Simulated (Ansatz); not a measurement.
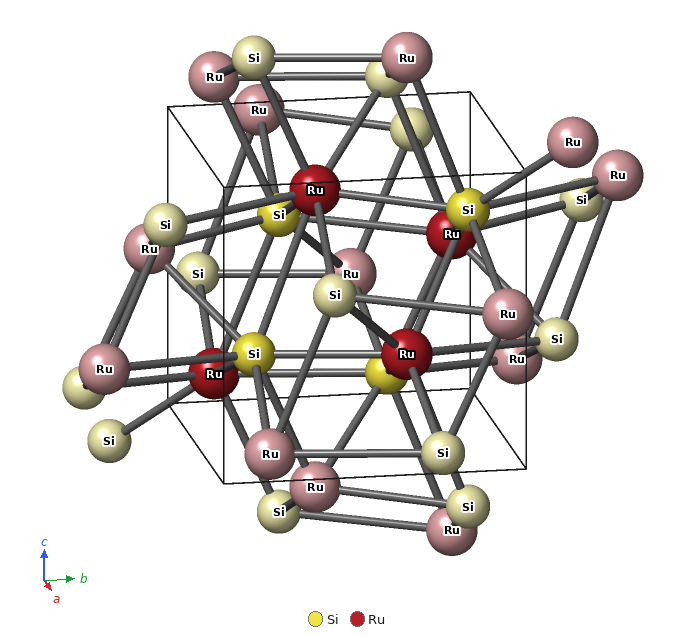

The crystal in a ball-and-stick representation, seen slightly off an axis. The parallelepiped is the conventional unit cell. Outside the box, the atoms bonded to those within are drawn, in fainter colours.

SiRu, space group P2_13 (No. 198), a = 4.705 Å, b = 4.705 Å, c = 4.705 Å, α = 90.00°, β = 90.00°, γ = 90.00°. The model was built from a structure listed in the Materials Project. Earlier steps of the study may have refined or changed the cell and positions. A calculation with Ansatz used it as input.

This one geometry was computed with Ansatz (DFT, plane waves, PAW) at five levels of theory: PBE0, r2SCAN, PBE with spin-orbit coupling, PBE and HSE06. It was relaxed beforehand with r2SCAN.

**Which level gives the highest pressure at this volume, and what does that say about its equilibrium volume?**

Highest: PBE with spin-orbit coupling (5.0 GPa) and PBE (4.9 GPa), which points to the largest equilibrium volume. Lowest, with the smallest volume: PBE0 (-3.9 GPa) and HSE06 (-3.9 GPa). Levels within 0.5 GPa of each other can't be told apart.

**How does the band gap change with the level of theory?**

PBE with spin-orbit coupling: a gap of 0.16 eV, indirect; PBE: a gap of 0.24 eV, indirect; r2SCAN: a gap of 0.29 eV, indirect; HSE06: a gap of 0.75 eV, indirect; PBE0: a gap of 1.42 eV, indirect.

**Collect the results in a table.**

| level | cutoff (eV) | k-mesh of the run's cell | gap (eV) | pressure (GPa) |
| --- | --- | --- | --- | --- |
| PBE0 | 420 | 4×4×4 | 1.42 | -3.9 |
| r2SCAN | 500 | 6×6×6 | 0.29 | 0.0 |
| PBE with spin-orbit coupling | 420 | 6×6×6 | 0.16 | 5.0 |
| PBE | 420 | 6×6×6 | 0.24 | 4.9 |
| HSE06 | 420 | 4×4×4 | 0.75 | -3.9 |

Gaps are taken on the k-mesh or band path of each run.
